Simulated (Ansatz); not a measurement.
Geometry relaxation, with input and output: ZnSe (part 2 of 2)

Continued. System: ZnSe (F-43m, 2 atoms in the cell). Method: DFT PBE, scalar-relativistic, plane waves, PAW, no spin polarisation (Ansatz 0.2.0); cutoff 420 eV, 8×8×8 k-mesh, fixed occupations. The structure derives from an entry of the Crystallography Open Database. It belongs to a series of runs on one base structure; here: relaxed at 7 GPa.

Geometry of the input (Å; fractional positions):
```
0.0000  2.8663  2.8663
2.8663  0.0000  2.8663
2.8663  2.8663  0.0000
Zn 0.0000  0.0000  0.0000
Se 0.7500  0.7500  0.7500
```

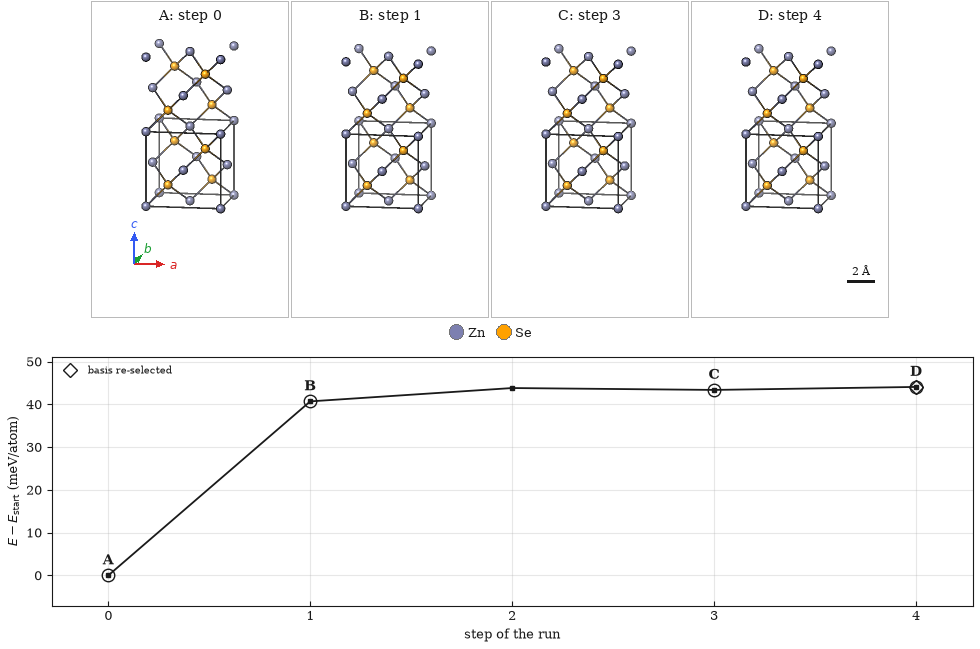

Frames of the relaxation (ball-and-stick view of the cell 4 times as large as that of the calculation, set on its symmetry axes, repeated 1 × 1 × 2, seen slightly off an axis) above the curves, on which the letters mark them (the first geometry is step 0 here and step 1 in the log).

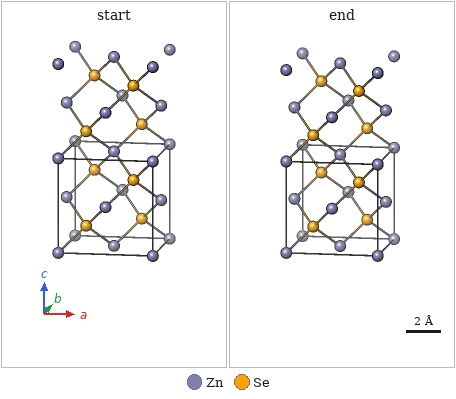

Before (left) and after (right) the relaxation, at one scale (ball-and-stick view of the cell 4 times as large as that of the calculation, set on its symmetry axes, repeated 1 × 1 × 2, seen slightly off an axis). The atoms keep their places relative to the cell (all moves are under 0.005 Å). The drawn cell changes as follows: a = b = c 5.733 → 5.547 Å (−3.2 %); the volume changes by −9.4 %. Among the contacts that change: Zn1–Se2 2.482 → 2.402 Å. The space group stays F-43m (No. 216). After 3 geometry steps the energy has risen by 43.4 meV per atom. With the target pressure of 7 GPa, the enthalpy E + pV changes by −53.1 meV per atom. All forces vanish by symmetry, so only the cell relaxes. The pressure goes from 0.01 to 6.99 GPa. A last SCF at the same geometry on a re-selected plane-wave basis shifts the energy by +0.7 meV per atom. (Atoms are counted from 1 in the order of the input.)

```
basis re-selected at this cell: Δ(F+E_penalty+E_count) = +1.400e-3 eV, ΔP = -0.006 GPa vs the last step (what re-selecting the basis moved, of the pressure what is left beyond the Pulay correction that the steps carried, after the strain that the cell walked since its last selection, with what the two solves' SCF thresholds leave and, on support functions, any second-order correction that the steps lacked; it is no measure of the basis error at this ecutwfc). The dense FFT grid was sized anew with the basis: this SCF ran on 27×27×27 points, the steps before it on 30×30×30, so part of this shift can come from that change (see relax.cell in the input reference). This SCF's stress stands 5.84e-3 GPa from its target on what of the cell is left free (relax.cell.stress_tol is 2.00e-2 GPa) and its largest allowed force component is 1.39e-17 eV/Å (relax.f_tol is 1.00e-3 eV/Å): within both
SCF converged after 7 iterations
Free energy (F): -8789.448208 eV
Harris-Foulkes:  -8789.448208 eV  (|F-HF|=1.82e-12)
Internal energy: -8789.448208 eV  (E = F + TS)
E sigma→0 (E₀):  -8789.448208 eV
Fermi energy:    7.693901 eV
--- Per-component energies (eV) ---
  E_band       = -361.303558
  E_kinetic    = 251.785783
  E_local      = -4293.470618  (includes V_loc(G=0)·N_el)
  E_nonlocal   = 17.675796
  E_hartree    = 1995.368048
  E_xc         = -242.493615
  E_vxc        = -151.616733  (∫ρ·V_xc dr)
  E_paw        = -3738.424394  (= ΣΔE_a)
  E_vpaw       = -176.412995  (= ΣTr[D̂ρ^β])
  E_aug_tail   = -0.000884  (compensation charges beyond the density's cutoff)
  E_ewald      = -2779.888324
  E_smearing   = -0.000000  (= −TS)
  E_closure    = -0.000000  (closes the sum)
  Σ components = -8789.448208   (vs F -8789.448208, Δ=0.00e0)
--- Forces (eV/Å), atoms counted from 1 ---
  atom   1  Zn    -0.00000000    -0.00000000    -0.00000000
  atom   2  Se     0.00000000     0.00000000    -0.00000000
  max |Σ_I F_I| component: 3.70e-17 eV/Å
--- Stress (GPa, compression-positive) ---
        6.994155      -0.000000      -0.000000
       -0.000000       6.994155       0.000000
       -0.000000       0.000000       6.994155
  P = ⅓ Tr σ = 6.9942 GPa (69.942 kbar)
--- Band table (eV; the first three rows and the last of 29) ---
  k-point 0: bands = ["-39.3007", "-39.3007", "-39.3007", "-39.2951", "-39.2951", "-6.0051", "0.9024", "0.9024", "0.9024", "1.3358", "1.3358", "7.6939", "7.6939", "7.6939", "9.2458", "13.4771", "13.4771", "13.4771"]
  k-point 1: bands = ["-39.3007", "-39.3007", "-39.3007", "-39.2951", "-39.2951", "-5.8915", "0.9050", "0.9207", "0.9207", "1.3340", "1.3340", "6.3343", "7.5227", "7.5227", "10.2104", "13.4687", "13.7536", "13.7536"]
  k-point 2: bands = ["-39.3007", "-39.3006", "-39.3006", "-39.2950", "-39.2950", "-5.5945", "0.9521", "0.9610", "0.9610", "1.3356", "1.3356", "4.4819", "7.1604", "7.1604", "10.6067", "14.1522", "14.1522", "14.4460"]
  k-point 28: bands = ["-39.3006", "-39.3006", "-39.3002", "-39.2951", "-39.2949", "-4.7858", "1.0216", "1.1466", "1.2854", "1.3013", "1.6896", "2.6883", "4.6615", "4.7161", "13.1679", "13.5422", "14.8022", "15.3936"]
--- Relaxed structure (4 steps of the walk, 4 accepted, 1 SCFs on fresh bases) ---
  F+E_penalty+E_count = -8789.44820765 eV   max|allowed force component| = 1.388e-17 eV/Å   (the final SCF, on the basis selected at the relaxed cell)
  cell:  # Å, volume = 42.6790 Å³
    - [-2.819714408485765e-34, 2.7737113644087033, 2.7737113644087033]
    - [2.7737113644087033, 9.504394326264695e-33, 2.7737113644087033]
    - [2.7737113644087033, 2.7737113644087033, 8.14934382624787e-33]
  atoms:
    - { symbol: Zn, position: [1.069474175387928e-33, -1.1814610000358786e-33, -1.0582754929231328e-33] }
    - { symbol: Se, position: [0.75, 0.75, 0.75] }
```

Trajectory as extended XYZ (Å, eV, eV/Å), 5 frames, from step=1 to step=5
```
2
Lattice="0.0000 2.8663 2.8663 2.8663 0.0000 2.8663 2.8663 2.8663 0.0000" Properties=species:S:1:pos:R:3:forces:R:3 step=1 energy=-8789.53636 pressure_GPa=0.01
Zn    0.0000    0.0000    0.0000    0.0000   0.0000   0.0000
Se    4.2995    4.2995    4.2995    0.0000   0.0000   0.0000
2
Lattice="0.0000 2.7764 2.7764 2.7764 0.0000 2.7764 2.7764 2.7764 0.0000" Properties=species:S:1:pos:R:3:forces:R:3 step=2 energy=-8789.45496 pressure_GPa=6.75
Zn    0.0000    0.0000    0.0000    0.0000   0.0000   0.0000
Se    4.1647    4.1647    4.1647    0.0000   0.0000   0.0000
2
Lattice="0.0000 2.7733 2.7733 2.7733 0.0000 2.7733 2.7733 2.7733 0.0000" Properties=species:S:1:pos:R:3:forces:R:3 step=3 energy=-8789.44872 pressure_GPa=7.04
Zn    0.0000    0.0000    0.0000    0.0000   0.0000   0.0000
Se    4.1599    4.1599    4.1599    0.0000   0.0000   0.0000
2
Lattice="0.0000 2.7737 2.7737 2.7737 0.0000 2.7737 2.7737 2.7737 0.0000" Properties=species:S:1:pos:R:3:forces:R:3 step=4 energy=-8789.44961 pressure_GPa=7.00
Zn    0.0000    0.0000    0.0000    0.0000   0.0000   0.0000
Se    4.1606    4.1606    4.1606    0.0000   0.0000   0.0000
2
Lattice="0.0000 2.7737 2.7737 2.7737 0.0000 2.7737 2.7737 2.7737 0.0000" Properties=species:S:1:pos:R:3:forces:R:3 step=5 energy=-8789.44821 pressure_GPa=6.99
Zn    0.0000    0.0000    0.0000    0.0000   0.0000   0.0000
Se    4.1606    4.1606    4.1606    0.0000   0.0000   0.0000
```

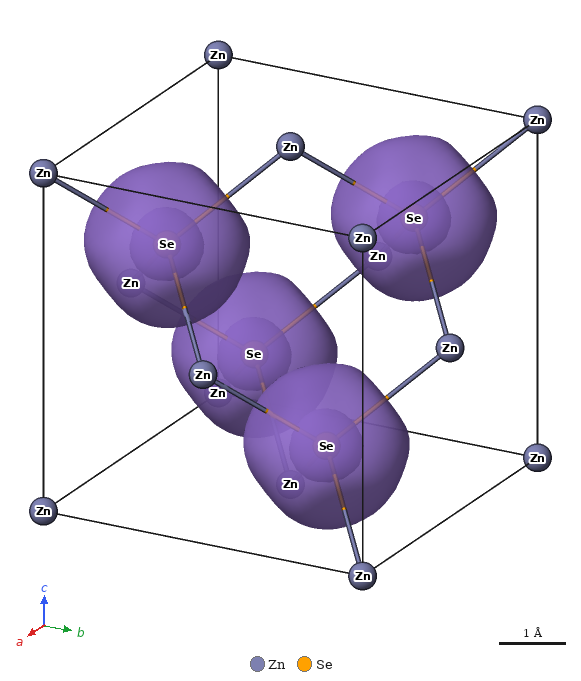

Isosurface of the electron localisation function at 0.65 (purple), seen at an oblique angle. Only the valence region is drawn (cores and ρ < 0.01 e/Å³ removed). Sticks mark near contacts. The outline is the cell set on symmetry axes. Along the contacts the grid gives the following. Zn–Se (2.40 Å): the ELF is about 0.60 at the midpoint. In a PAW calculation such maps are meaningful between the atoms, not at the nuclei.

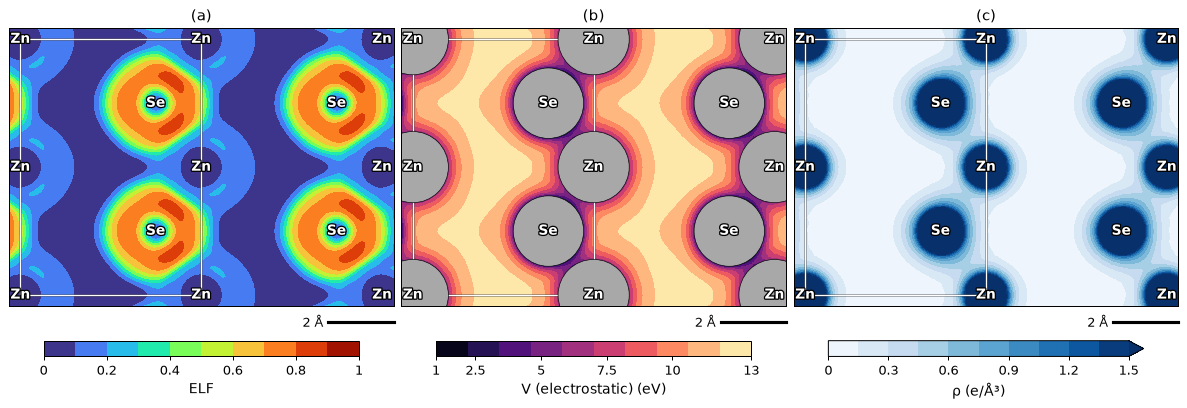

(a) electron localisation function; (b) electrostatic potential energy of an electron; (c) valence pseudo-density on the (110) plane of the conventional cell. Grey discs, where drawn, cover atomic cores. The section cuts through Zn and Se sites. Zn–Se (2.40 Å): ρ at the midpoint is about 0.51 e/Å³; the ELF is about 0.60 at the midpoint. Away from the nuclei the density in this plane falls to 0.01 e/Å³ at its lowest. Outside the cores the potential energy rises away from the atoms and is highest about 2.4 Å from the nearest atoms; outside the discs it spans about 11 eV, and its zero is arbitrary.

Results in brief

```tsv
quantity	value
outcome	converged
space group (tolerance 0.01 Å)	F-43m (216)
electrons treated	28
free energy	−8789.4482 eV
Fermi energy	7.694 eV
gap on the k-point mesh	1.55 eV
pressure	6.99 GPa
final volume	42.68 Å³
largest force (length of the vector) at the end	under 0.001 eV/Å
final cell	a = 3.923 Å, b = 3.923 Å, c = 3.923 Å, α = 60.00°, β = 60.00°, γ = 60.00°
wall time	11 s
peak memory	0.41 GiB
```

Notes

The cell was relaxed to the target pressure of the input; what is minimised is then the enthalpy E + pV.
